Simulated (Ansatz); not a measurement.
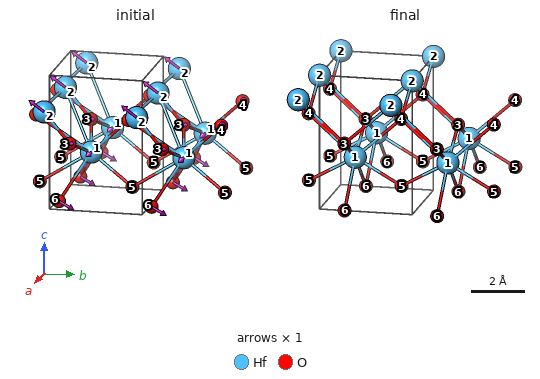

The structure of crystalline HfO2 (set up in P1) before (left) and after (right) a relaxation, at one scale. The purple arrows give the displacements, at their true length.

Style: ball-and-stick. Shown: the cell of the calculation, repeated 2 × 2 × 1 with one cell outlined, slightly off an axis.

Case: all atoms moved at random, sigma 0.25 Å for each component; relaxed back.

The calculation used DFT PBE, scalar-relativistic, plane waves, PAW in Ansatz.

Input file:
```yaml
crystal:
  lattice:
    - [3.6043047997, 0.0, 0.0]
    - [0.0, 3.6043047997, 0.0]
    - [0.0, 0.0, 5.2639671207]
  atoms:
    - { symbol: Hf, position: [0.419841227, 0.548430926, 0.5255946272] }
    - { symbol: Hf, position: [-0.0015269437, 0.1717607927, -0.084138529] }
    - { symbol: O, position: [-0.023445906, 0.4424001579, 0.685657431] }
    - { symbol: O, position: [0.6113840926, -0.0042299349, 0.8190842929] }
    - { symbol: O, position: [0.5035241786, 0.0110550195, 0.2997885432] }
    - { symbol: O, position: [-0.0097766485, 0.3305830388, 0.2540136346] }
basis:
  ecutwfc: 420
kpoints:
  mp_grid: { grid: [6, 6, 4] }
hamiltonian:
  xc: pbe
scf:
  occupations: { method: gaussian, width: 0.05 }
output:
  forces: true
  stress: true
  eigenvalues: true
relax:
  adjacent_minimum: "off"
  f_tol: 0.01
  max_steps: 80
```

Run as
```bash
ansatz run input.yaml --threads 1 --pin off --max-ram 2560MiB --backend cpu --events-out ev --progress --plain --runs-dir out
```

Describe what moved and what it gained.

Answer. After 9 accepted moves (12 points after the start) the energy has fallen by 13.337 eV per cell of the calculation. The largest force component goes from 25 to 0.0043 eV/Å. The line search rejected the trial steps at points 9, 11 of the run. 1 step only repeated the SCF at the same geometry. The forces were under the threshold at step 7, but the run went on from there. Hf2 moves most: 0.76 Å along [0 −2 1]. By element the largest moves are Hf 0.76 Å, O 0.69 Å. The cell stays as it was. Near-neighbour distances that change, for instance: Hf2–O6 3.516 → 2.071 Å, Hf2–O3 1.558 → 2.411 Å, Hf1–Hf2 2.893 → 3.664 Å, Hf2–O3 (another image) 2.896 → 2.429 Å. New bonds form: Hf2–O6 (3.52 → 2.07 Å). Among the angles between lasting bonds that change: O3–Hf2–O6 123.2° → 71.5°, Hf1–O4–Hf2 71.0° → 108.8°, O4–Hf2–O5 135.2° → 167.6°. Within 0.06 Å the space group is P1 at the start and P4_2/nmc at the end; at a tighter tolerance small leftover displacements or strains of the cell lower it.
